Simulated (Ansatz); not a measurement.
System: AlCo.

Input file:

```
crystal:
  lattice:
    - [2.81940321, 0.0, 0.0]
    - [0.0, 2.81940321, 0.0]
    - [0.0, 0.0, 2.81940321]
  atoms:
    - { symbol: Al, position: [0.0, 0.0, 0.0] }
    - { symbol: Co, position: [0.5, 0.5, 0.5] }
basis:
  ecutwfc: 420
kpoints:
  mp_grid: { grid: [14, 14, 14] }
hamiltonian:
  xc: pbesol
scf:
  occupations: { method: gaussian, width: 0.1 }
output:
  forces: true
  stress: true
  eigenvalues: true
  write_density: true
  write_potential: true
  elf: true
  volumetric_format: npy
relax:
  adjacent_minimum: "off"
  f_tol: 0.005
  max_steps: 80
  cell: { stress_tol: 0.05 }
```

Command:

```sh
ansatz run input.yaml --threads 2 --pin off --max-ram 5120MiB --backend cpu --events-out ev --progress --plain --runs-dir out
```

Below, planes, directions and counts refer to the conventional cell (a = 2.82 Å, b = 2.82 Å, c = 2.82 Å, α = 90.00°, β = 90.00°, γ = 90.00°).

Space group Pm-3m; a structure from a database of computed crystals, not necessarily the ambient phase; computed without spin polarisation.

Computed with DFT PBEsol, scalar-relativistic, plane waves, PAW (Ansatz).

Question: What will maps of the valence pseudo-density and electron localisation function show?

Answer: Al–Co (2.44 Å): the density is about 0.33 e/Å³ at the midpoint; the ELF is about 0.40 at the midpoint.

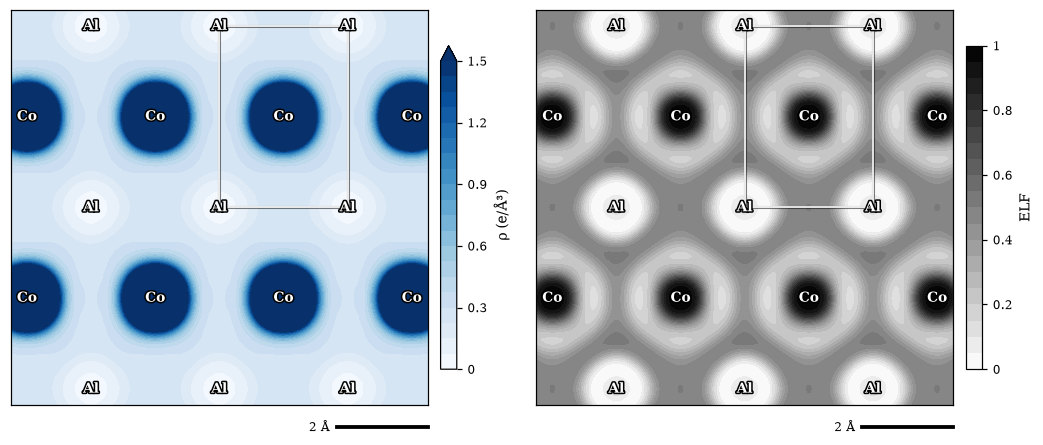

Computed valence pseudo-density and electron localisation function on the (101̄) plane of the conventional cell, in this order. 

The density is the valence pseudo-density of a PAW calculation; it isn't the true density close to the nuclei.
